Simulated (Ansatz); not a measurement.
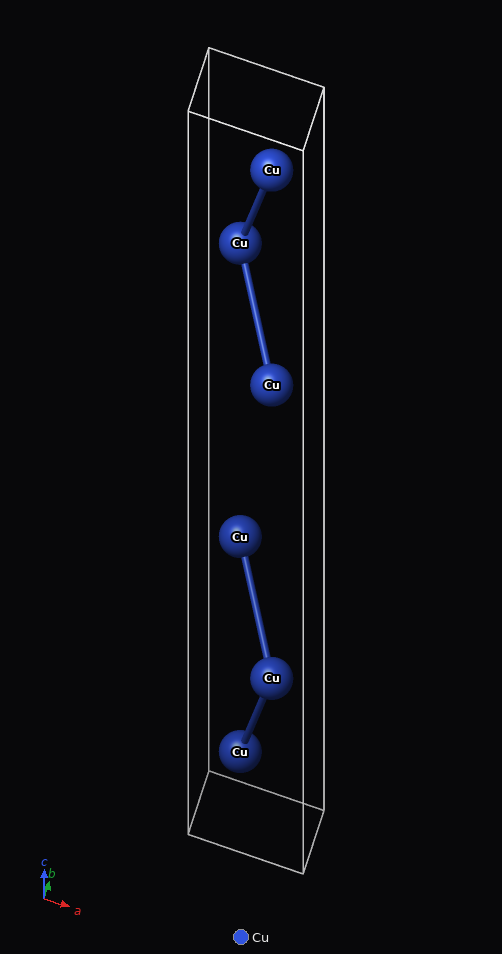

Structure drawing (ball-and-stick), viewed from a general direction. The conventional unit cell is drawn as a box.

Cu, space group P-3m1 (No. 164), a = 2.52 Å, b = 2.52 Å, c = 13.85 Å, α = 90.00°, β = 90.00°, γ = 120.00°.

Level of theory: DFT PBEsol, scalar-relativistic, plane waves, PAW (Ansatz). Settings were a basis cut at 420 eV, k-points about 0.11 Å⁻¹ apart, Gaussian smearing of 0.15 eV, no spin polarisation.

### Classify it as metallic or gapped, with the value.

A metal: bands cross the Fermi level.

### What is the computed pressure?

The computed pressure is -3.0 GPa (stretched: it would shrink).

Provenance: a structure listed in the Materials Project. The cell was then strained or its atoms displaced on purpose. A calculation with Ansatz used it as input.
